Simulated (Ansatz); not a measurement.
# Ge (slab): what the fields show

The calculation's input:

```
crystal:
  lattice:
    - [8.1473826809, 0.0, 0.0]
    - [-4.0736913404, 7.055840376, 0.0]
    - [0.0, 0.0, 20.157693814]
  atoms:
    - { symbol: Ge, position: [0.6666666667, 0.3333333333, 0.3968707965] }
    - { symbol: Ge, position: [0.6666666667, 0.8333333333, 0.3968707965] }
    - { symbol: Ge, position: [0.1666666667, 0.3333333333, 0.3968707965] }
    - { symbol: Ge, position: [0.1666666667, 0.8333333333, 0.3968707965] }
    - { symbol: Ge, position: [0.5, 0.5, 0.4381224779] }
    - { symbol: Ge, position: [0.5, 0.0, 0.4381224779] }
    - { symbol: Ge, position: [0.0, 0.5, 0.4381224779] }
    - { symbol: Ge, position: [0.0, 0.0, 0.4381224779] }
    - { symbol: Ge, position: [0.0, 0.5, 0.5618775221] }
    - { symbol: Ge, position: [0.0, 0.0, 0.5618775221] }
    - { symbol: Ge, position: [0.5, 0.5, 0.5618775221] }
    - { symbol: Ge, position: [0.5, 0.0, 0.5618775221] }
    - { symbol: Ge, position: [0.8333333333, 0.6666666667, 0.6031292035] }
    - { symbol: Ge, position: [0.8333333333, 0.1666666667, 0.6031292035] }
    - { symbol: Ge, position: [0.3333333333, 0.6666666667, 0.6031292035] }
    - { symbol: Ge, position: [0.3333333333, 0.1666666667, 0.6031292035] }
basis:
  ecutwfc: 420
kpoints:
  mp_grid: { grid: [3, 3, 1] }
hamiltonian:
  xc: pbe
scf:
  occupations: { method: gaussian, width: 0.1 }
output:
  forces: true
  eigenvalues: true
  write_density: true
  write_potential: true
  elf: true
  volumetric_format: npy
relax:
  adjacent_minimum: "off"
  f_tol: 0.03
  max_steps: 70
  constraints: [{ sites: [0, 1, 2, 3, 4, 5, 6, 7] }]
efield:
  axis: 3
  dipole_correction: true
  ramp_width: 0.04
```

Command:

```sh
ansatz run input.yaml --threads 4 --pin off --max-ram 12288MiB --backend cpu --events-out ev --progress --plain --runs-dir out
```

The fields are those of the relaxed geometry.

The calculation used Ansatz, DFT PBE, scalar-relativistic, plane waves, PAW.

In a PAW calculation such maps are meaningful between the atoms, not at the nuclei.

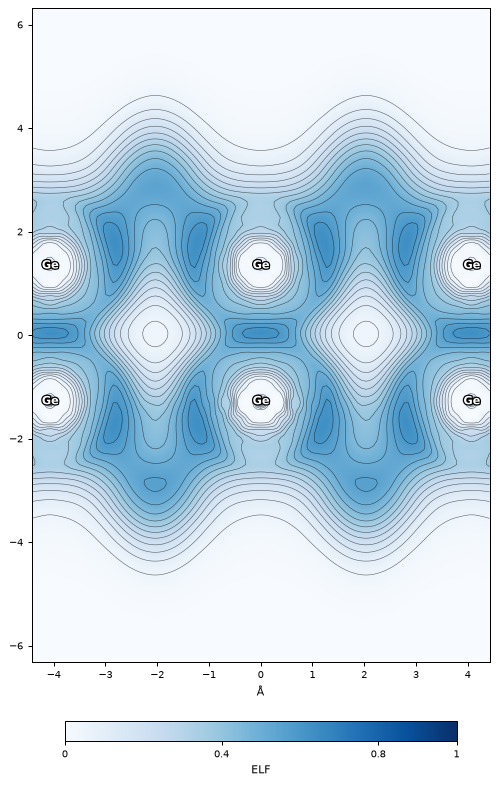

Figure 1. Electron localisation function on the (100) plane of the calculation cell, a cut from vacuum to vacuum.

### What does the map show?

- The section cuts through Ge sites.
- Ge–Ge (2.62 Å): the ELF peaks at about 0.65 between the atoms.

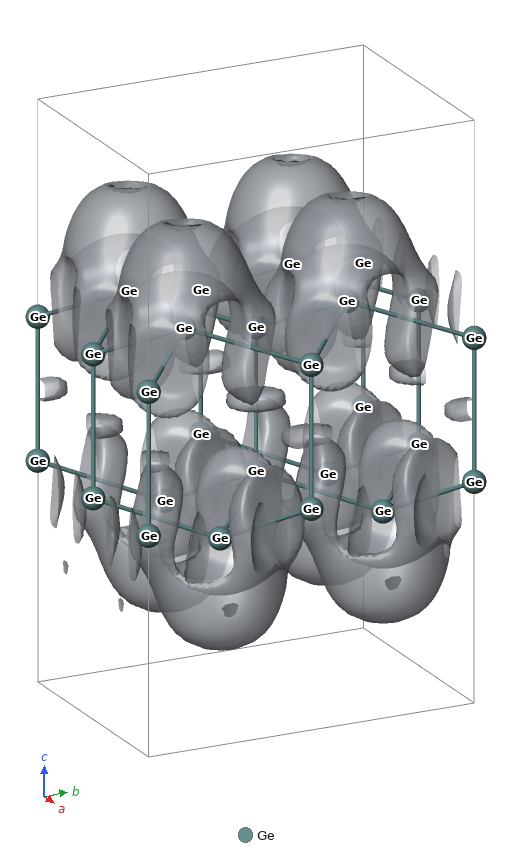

Figure 2. Isosurface of the ELF at 0.55 (grey), seen slightly off an axis. Core shells and regions of very low density are left out. Sticks mark near contacts.

### Where are the electrons localised?

The ELF exceeds this value in four regions between bonded Ge–Ge atoms and eight regions wrapped around Ge (the valence shell of each), counted in one cell of 16 atoms. Counts are for one cell; the picture repeats the cell along the surface.


Ge–Ge (2.47 Å): the ELF peaks at about 0.75 between the atoms.

### Does the calculation make it a metal, or give it a gap?

It is gapless in this calculation (a metal or semimetal).
